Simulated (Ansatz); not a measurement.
The cell of W₁₃S₂₈ in space group P-6. The cell is taken from the geometry relaxed in a fixed cell with DFT PBE+D3(BJ), scalar-relativistic, plane waves, PAW in Ansatz.

```xyz
41
Lattice="8.3449 0.0000 0.0000 -4.1725 7.2269 0.0000 0.0000 0.0000 12.1448" Properties=species:S:1:pos:R:3 pbc="T T T"
W     7.1985    1.4145    0.0000
W     0.5544    6.5479    0.0000
W     1.7982    0.2856    0.0000
W     3.5207    5.5268    0.0000
W     1.2210    3.4728    0.0000
W    -1.7754    4.4331    0.0000
W     5.9644    2.7541    6.0724
W     0.5964    1.7211    6.0724
W     2.3838    6.8829    6.0724
W     3.5754    0.6845    6.0724
W    -2.9802    5.8499    6.0724
W     2.9776    3.7883    6.0724
W     0.0000    4.8180    6.0724
S     4.1725    2.4090    7.6515
S     7.1540    1.3794    7.6576
S     0.5932    6.5390    7.6584
S     1.7900    0.3417    7.6576
S     3.5734    5.5058    7.6576
S     1.1939    3.4436    7.6584
S    -1.7871    4.4712    7.6584
S     5.9945    2.7435    1.5530
S     0.6609    1.7219    1.5602
S     2.3508    6.9384    1.5602
S     3.5511    0.6638    1.5530
S    -3.0118    5.7936    1.5602
S     2.9718    3.8197    1.5530
S     0.0000    4.8180    1.5651
S     4.1725    2.4090    4.4933
S     7.1540    1.3794    4.4873
S     0.5932    6.5390    4.4864
S     1.7900    0.3417    4.4873
S     3.5734    5.5058    4.4873
S     1.1939    3.4436    4.4864
S    -1.7871    4.4712    4.4864
S     5.9945    2.7435   10.5918
S     0.6609    1.7219   10.5846
S     2.3508    6.9384   10.5846
S     3.5511    0.6638   10.5918
S    -3.0118    5.7936   10.5846
S     2.9718    3.8197   10.5918
S     0.0000    4.8180   10.5797
```

Take as void every point where the procrystal density (the sum of the densities of spherically averaged neutral Hartree-Fock atoms) is below 0.01 e/bohr³. From Rb on the atoms have core potentials, so only their outer electrons count. What do the voids look like?

Answer. The voids take about 8.5 % of the cell (62 Å³ of 732.4 Å³) and are bounded by about 270 Å² of surface per cell. Where they connect, they form a two-dimensional network in layers parallel to (001).

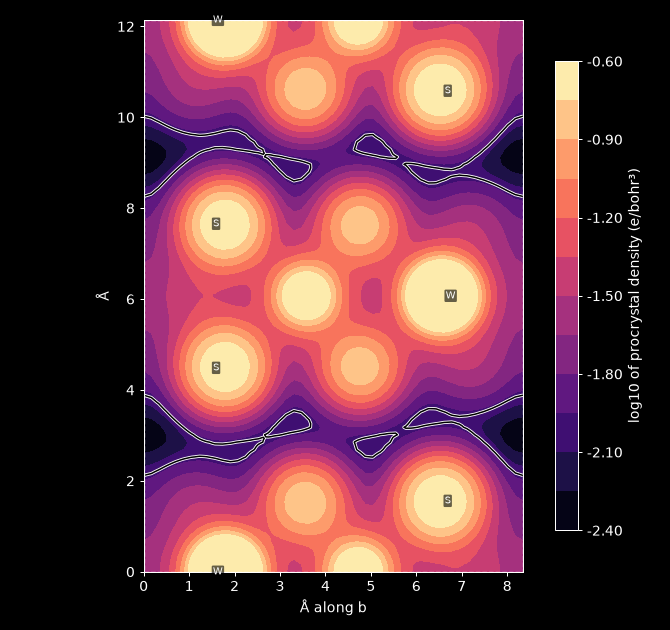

The procrystal density on the section x = 0.000 (parallel to b and c; the dashed line is one cell); the black line bounds the voids.
